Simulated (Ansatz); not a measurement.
**Geometry relaxation of Ge5H2 (part 2 of 3)**

Continued. System: Ge5H2 (slab, 28 atoms in the cell). Method: DFT LDA, scalar-relativistic, plane waves, PAW, no spin polarisation (Ansatz 0.2.0); cutoff 420 eV, 3×3×1 k-mesh, Gaussian smearing of 0.05 eV. The structure derives from an entry of the Crystallography Open Database. The input holds or restrains some coordinates. Forces given for the steps count only the free coordinates.

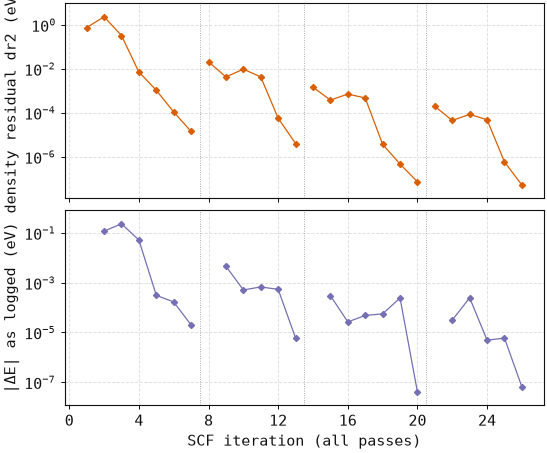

Figure 1. Convergence of the self-consistent field: density residual dr2 and size of the energy change against the SCF iteration. The dotted lines part the SCF passes of the relaxation: geometry steps, rejected trials and re-solves on a re-selected basis. The passes take 7, 6, 7 and 6 iterations.

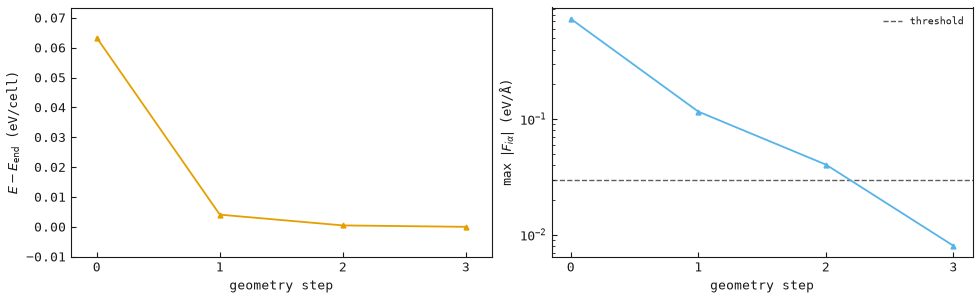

Figure 2. Progress of the restrained relaxation, step by step (the first geometry is step 0 here and step 1 in the log).

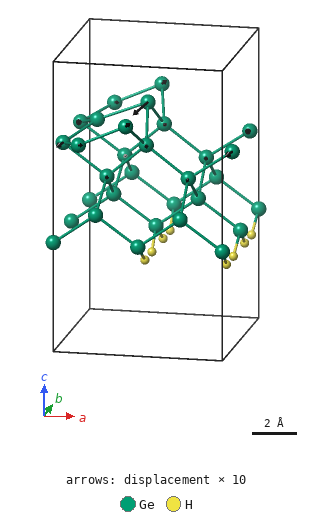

Figure 3. The starting structure with the displacements as black arrows, magnified 10 times (ball-and-stick view of the cell of the calculation, with the vacuum cut short, seen slightly off an axis). The largest move is that of Ge20, 0.098 Å. H stays in place. The cell doesn't change. Distances before and after: Ge18–Ge20 2.560 → 2.465 Å, Ge13–Ge18 2.361 → 2.411 Å, Ge11–Ge13 2.546 → 2.566 Å, Ge8–Ge11 2.425 → 2.407 Å. Among the angles that change: Ge13–Ge17–Ge14 117.6° → 114.6°, Ge15–Ge20–Ge18 84.5° → 87.0°, Ge11–Ge15–Ge20 106.7° → 104.5°. The energy falls by 63.3 meV per cell of the calculation in 3 geometry steps. The largest force component goes from 0.74 to 0.008 eV/Å. (Atoms are counted from 1 in the order of the input.)

```
WARN: The output density's exchange-correlation potential varies sharply where the density is thin. Do not read a vacuum level from v_tot or v_xc, or from such a field of the output density. On a cell that repeats whose density bears no net charge and no dipole along the vacuum's axis use v_es (v_loc + v_h of the components); under efield.dipole_correction with no amplitude use v_es + v_field, which holds any external_charges[].barrier, or the levels of the report's work_function block, which leave it out; under a non-zero efield.amplitude the vacuum is tilted and has no level; on a cell that repeats and bears such a dipole with no correction it is tilted too, and efield.dipole_correction with no amplitude gives each side of its ramp a level where efield: is served; in a cell that repeats whose density bears a net charge (total_charge, or a fill off its count) it is curved and has none; of a slab under crystal.periodic whose density bears no net charge use v_es, which has a level on each side, short of where the two are joined; of another it falls or rises all the way out and has none; of a slab beside external_charges read slab_vacuum_level instead, which it has where they leave it neutral. The grid or the basis barely resolves most such structure, and the values can differ between equally converged runs; as a rule a tighter scf.convergence.dr2_threshold does not remove it. Where the density itself ripples (under the LDA too) a higher basis.ecutwfc lessens it. The files hold the spikes' plane waves up to the density's cutoff. Files: v_tot_of_output_density and the like, and their columns of v_z.tsv (output.write_potential); v_xc_of_output_density and the like, and their columns of v_comp_z.tsv (output.write_potential_components). Measured: with its Gaussian average of σ = 0.25 Å subtracted twice, the exchange-correlation potential is over 0.1 eV at 1333 of the grid points where the equally averaged density (valence and model cores) is under 1e-3 e/Å³, and 0.241 eV at the most among them, at an averaged density of 1.8e-5 e/Å³. The input density's (outcome.potential() and, of a run that writes arrays, v_tot and v_xc) is over 0.1 eV, so measured, at 1333 points of its own thin density, 0.242 eV at the most. See output.write_potential in the manual, Limitations
SCF converged after 6 iterations
Free energy (F): -84431.781827 eV
Harris-Foulkes:  -84431.781827 eV  (|F-HF|=2.23e-8)
Internal energy: -84431.781827 eV  (E = F + TS)
E sigma→0 (E₀):  -84431.781827 eV
Fermi energy:    0.146772 eV
Dipole field:    D = -0.014597 V/Å  (p = -0.098813 e·Å, saw-weighted, corrected)
Work function:   Φ+ = 4.8203 eV   Φ− = 4.5373 eV
Levels:          The Fermi level and band energies are counted from a zero that moves with the ramp; work functions are not
--- Per-component energies (eV) ---
  E_band       = -5323.141581
  E_kinetic    = 2344.685988
  E_local      = -209053.404362  (includes V_loc(G=0)·N_el)
  E_nonlocal   = 8439.563873
  E_hartree    = 100333.970263
  E_xc         = -1572.522401
  E_vxc        = -1391.482375  (∫ρ·V_xc dr)
  E_paw        = -38822.510154  (= ΣΔE_a)
  E_vpaw       = -6331.219331  (= ΣTr[D̂ρ^β])
  E_aug_tail   = -0.003822  (compensation charges beyond the density's cutoff)
  E_efield     = 0.000721  (sawtooth field / dipole correction)
  E_vefield    = 0.750629  (∫n·V_field dr)
  E_ewald      = 53860.271542
  E_core_change = 38.166525  (= ΣΔE_core)
  E_smearing   = -0.000000  (= −TS)
  E_closure    = 0.000000  (closes the sum)
  Σ components = -84431.781827   (vs F -84431.781827, Δ=0.00e0)
--- Forces (eV/Å), atoms counted from 1 ---
  atom   1  Ge     0.05314309     0.00000000     0.18149929
  atom   2  Ge     0.06350959     0.00000000     0.19557520
  atom   3  Ge    -0.10150621     0.00000000     0.23217397
  atom   4  Ge    -0.13329180     0.00000000     0.24249082
  atom   5  Ge    -0.00212999     0.00000000    -0.00736142
  atom   6  Ge     0.05765687     0.00000000     0.13464129
  atom   7  Ge    -0.02395985     0.00000000    -1.05170720
  atom   8  Ge    -0.00205756     0.00000000    -0.76663338
  atom   9  Ge    -0.00197855     0.00148020    -0.00430220
  atom  10  Ge    -0.00197855    -0.00148020    -0.00430220
  atom  11  Ge     0.00089518     0.00259049     0.00423106
  atom  12  Ge     0.00089518    -0.00259049     0.00423106
  atom  13  Ge    -0.00491472    -0.00628076     0.00505781
  atom  14  Ge    -0.00491472     0.00628076     0.00505781
  atom  15  Ge     0.00020081     0.00297058    -0.00043854
  atom  16  Ge     0.00020081    -0.00297058    -0.00043854
  atom  17  Ge    -0.00195025     0.00000000     0.61911347
  atom  18  Ge     0.00794743     0.00000000     0.13161531
  atom  19  Ge     0.00396732     0.00000000     0.00048692
  atom  20  Ge    -0.00104766     0.00000000    -0.00803470
  atom  21  H     -0.02619670    -0.02585377    -0.00468535
  atom  22  H     -0.02619670     0.02585377    -0.00468535
  atom  23  H     -0.03053102    -0.01404967     0.00891442
  atom  24  H     -0.03053102     0.01404967     0.00891442
  atom  25  H      0.04530620     0.03254308     0.01364166
  atom  26  H      0.04530620    -0.03254308     0.01364166
  atom  27  H      0.05710044     0.02252226     0.02612202
  atom  28  H      0.05710044    -0.02252226     0.02612202
  max |Σ_I F_I| component: 9.41e-4 eV/Å
--- Band table (eV) ---
  k-point 0: bands = ["-24.9753", "-24.9360", "-24.9045", "-24.8924", "-24.8791", "-24.8606", "-24.8452", "-24.8148", "-24.8129", "-24.7758", "-24.6204", "-24.6063", "-24.5895", "-24.5804", "-24.5752", "-24.5700", "-24.5685", "-24.5629", "-24.5625", "-24.5489", "-24.5306", "-24.5214", "-24.5111", "-24.5050", "-24.5035", "-24.4952", "-24.4915", "-24.4790", "-24.4786", "-24.4559", "-24.4513", "-24.4402", "-24.4351", "-24.4299", "-24.4228", "-24.4137", "-24.4063", "-24.4043", "-24.3934", "-24.3931",
      "-24.3846", "-24.3839", "-24.3766", "-24.3715", "-24.3648", "-24.3610", "-24.3530", "-24.3520", "-24.3419", "-24.3283", "-24.3211", "-24.3154", "-24.3109", "-24.2953", "-24.2881", "-24.2817", "-24.2716", "-24.2616", "-24.2603", "-24.2213", "-24.2096", "-24.2055", "-24.1958", "-24.1924", "-24.1902", "-24.1800", "-24.1789", "-24.1690", "-24.1587", "-24.1562", "-24.1525", "-24.1520", "-24.1512", "-24.1477", "-24.1451", "-24.1441", "-24.1421", "-24.1407", "-24.1390", "-24.1354",
      "-24.1233", "-24.1141", "-24.1105", "-24.1067", "-24.1025", "-24.0933", "-24.0916", "-24.0787", "-24.0678", "-24.0512", "-23.9307", "-23.9232", "-23.9081", "-23.8758", "-23.8659", "-23.8554", "-23.8502", "-23.8486", "-23.8106", "-23.7956", "-12.4400", "-11.2038", "-10.5988", "-10.5742", "-10.5200", "-9.9389", "-9.6719", "-9.5833", "-9.1703", "-8.7360", "-8.6571", "-8.4900", "-8.3538", "-7.1702", "-7.1120", "-6.9195", "-6.7843", "-6.4499", "-5.6534", "-5.5057",
      "-5.1129", "-4.2952", "-3.9388", "-3.5402", "-3.2956", "-2.9807", "-2.8810", "-2.8310", "-2.6572", "-2.4279", "-2.2697", "-2.0951", "-1.8328", "-1.7396", "-1.7394", "-1.3551", "-1.0983", "-1.0913", "-1.0097", "-0.8975", "-0.8452", "-0.5258", "-0.5199", "-0.3032", "0.4168", "0.5491", "0.7550", "1.1878", "1.2567", "1.6308", "1.7705", "1.9436", "2.0783", "2.1409", "2.2792", "2.5740", "3.0520", "3.3352", "3.5036", "3.5512",
      "3.6519", "3.8075", "3.9127", "3.9141", "4.0638", "4.1015", "4.1935", "4.3393", "4.4736", "4.6864", "4.7320", "4.8561", "5.0142"]
  k-point 1: bands = ["-24.9751", "-24.9364", "-24.9052", "-24.8924", "-24.8795", "-24.8637", "-24.8497", "-24.8126", "-24.8064", "-24.7726", "-24.6180", "-24.6111", "-24.5905", "-24.5892", "-24.5836", "-24.5822", "-24.5633", "-24.5589", "-24.5540", "-24.5486", "-24.5267", "-24.5206", "-24.5103", "-24.5065", "-24.4966", "-24.4925", "-24.4905", "-24.4828", "-24.4612", "-24.4537", "-24.4492", "-24.4386", "-24.4346", "-24.4285", "-24.4195", "-24.4150", "-24.4090", "-24.4041", "-24.4024", "-24.3992",
      "-24.3967", "-24.3770", "-24.3724", "-24.3696", "-24.3661", "-24.3588", "-24.3533", "-24.3484", "-24.3379", "-24.3326", "-24.3280", "-24.3215", "-24.3140", "-24.3029", "-24.2908", "-24.2810", "-24.2798", "-24.2606", "-24.2459", "-24.2207", "-24.2092", "-24.2052", "-24.2000", "-24.1923", "-24.1892", "-24.1805", "-24.1781", "-24.1676", "-24.1587", "-24.1562", "-24.1553", "-24.1520", "-24.1473", "-24.1457", "-24.1446", "-24.1430", "-24.1418", "-24.1410", "-24.1370", "-24.1352",
      "-24.1234", "-24.1144", "-24.1098", "-24.1068", "-24.1025", "-24.0936", "-24.0914", "-24.0790", "-24.0680", "-24.0513", "-23.9298", "-23.9233", "-23.9081", "-23.8750", "-23.8659", "-23.8628", "-23.8503", "-23.8474", "-23.8071", "-23.7956", "-12.2035", "-11.5170", "-11.0098", "-10.5355", "-10.2980", "-9.7149", "-9.6788", "-9.4793", "-9.1254", "-9.0408", "-8.9470", "-8.9358", "-7.5626", "-7.3416", "-7.1713", "-6.6905", "-6.2285", "-6.0489", "-5.3516", "-4.8925",
      "-4.7694", "-4.5834", "-4.2085", "-3.7190", "-3.4696", "-3.4284", "-3.3661", "-3.1263", "-2.7663", "-2.6980", "-2.4845", "-2.3216", "-2.1729", "-2.0563", "-1.8987", "-1.6956", "-1.5023", "-1.4615", "-1.2248", "-1.1130", "-0.8014", "-0.6831", "-0.6327", "-0.1402", "0.7841", "1.2205", "1.3083", "1.5609", "1.6903", "1.7579", "2.1055", "2.2464", "2.3773", "2.5281", "2.8467", "2.9759", "3.1824", "3.3169", "3.3902", "3.4685",
      "3.7783", "3.7884", "3.9747", "4.1335", "4.3158", "4.3889", "4.4207", "4.6779", "4.7536", "4.8502", "4.9998", "5.0503", "5.1216"]
  k-point 2: bands = ["-24.9753", "-24.9360", "-24.9045", "-24.8924", "-24.8791", "-24.8606", "-24.8452", "-24.8148", "-24.8129", "-24.7758", "-24.6217", "-24.6077", "-24.5893", "-24.5796", "-24.5737", "-24.5703", "-24.5702", "-24.5670", "-24.5666", "-24.5483", "-24.5282", "-24.5138", "-24.5116", "-24.5053", "-24.5027", "-24.4924", "-24.4906", "-24.4809", "-24.4784", "-24.4518", "-24.4514", "-24.4470", "-24.4314", "-24.4298", "-24.4268", "-24.4104", "-24.4091", "-24.4072", "-24.3952", "-24.3898",
      "-24.3859", "-24.3840", "-24.3772", "-24.3763", "-24.3607", "-24.3529", "-24.3524", "-24.3468", "-24.3420", "-24.3329", "-24.3204", "-24.3155", "-24.3023", "-24.2962", "-24.2874", "-24.2819", "-24.2714", "-24.2650", "-24.2618", "-24.2213", "-24.2083", "-24.2062", "-24.1952", "-24.1939", "-24.1892", "-24.1798", "-24.1794", "-24.1703", "-24.1694", "-24.1560", "-24.1553", "-24.1520", "-24.1511", "-24.1483", "-24.1461", "-24.1438", "-24.1433", "-24.1403", "-24.1380", "-24.1349",
      "-24.1234", "-24.1208", "-24.1113", "-24.1069", "-24.0982", "-24.0956", "-24.0916", "-24.0777", "-24.0601", "-24.0475", "-23.9307", "-23.9232", "-23.9081", "-23.8758", "-23.8659", "-23.8554", "-23.8502", "-23.8486", "-23.8106", "-23.7956", "-12.3061", "-11.3550", "-10.8245", "-10.3922", "-10.3533", "-10.0921", "-9.7463", "-9.5604", "-9.4390", "-9.2790", "-9.0113", "-7.6177", "-7.3676", "-7.2092", "-6.9181", "-6.8590", "-6.7691", "-6.4134", "-5.6594", "-5.5793",
      "-5.4395", "-4.3268", "-3.6202", "-3.6184", "-3.2860", "-3.0091", "-2.8358", "-2.7229", "-2.5957", "-2.5620", "-2.3550", "-2.3076", "-2.1297", "-2.0852", "-2.0423", "-1.8951", "-1.8768", "-1.4070", "-1.1557", "-1.0729", "-0.8802", "-0.5997", "-0.5606", "-0.1291", "0.4227", "0.6772", "1.0194", "1.4034", "1.7698", "1.8596", "2.1354", "2.1377", "2.4951", "2.6528", "2.7601", "3.0576", "3.1759", "3.2143", "3.4649", "3.6980",
      "3.7361", "3.9059", "4.1260", "4.1542", "4.2148", "4.2427", "4.4408", "4.5331", "4.6131", "4.6418", "4.7169", "4.9390", "5.0877"]
```
